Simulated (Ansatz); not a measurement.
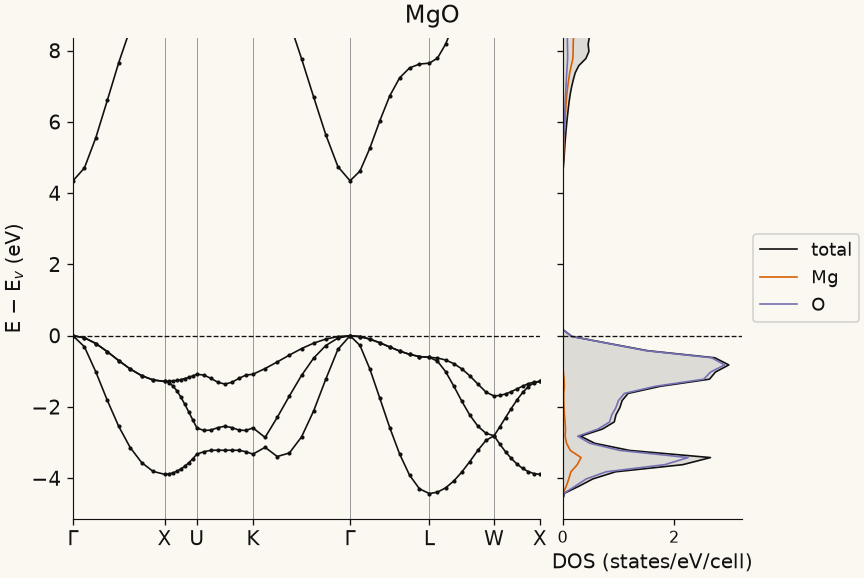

Band structure and density of states. Energies are counted from the top of the valence band. The path runs straight from each named point to the next. The partial curves are projected on atomic shells.

**What lattice type does the k path imply?**

A face-centred cubic lattice: the path Γ–X–U–K–Γ–L–W–X runs through the special points of its Brillouin zone.

The material is MgO, space group Fm-3m (No. 225), 2 atoms in the cell.

Level of theory: DFT, PBE, all-electron LAPW, scalar-relativistic, no spin polarisation, 11×11×11 k mesh; code Ansatz 0.2.0.

**Is there a gap? Give its size, its kind and where the band edges lie.**

The bands leave a gap. The gap along this path is 4.35 eV and direct: both edges lie at Γ.

**What are the direct gaps at Γ and L?**

The direct gaps are 4.35 eV at Γ and 8.26 eV at L.

**How wide is the upper valence band?**

The upper group of valence states starts about 4.4 eV under the valence-band top, with a gap beneath it; it holds about 6 electrons a cell.
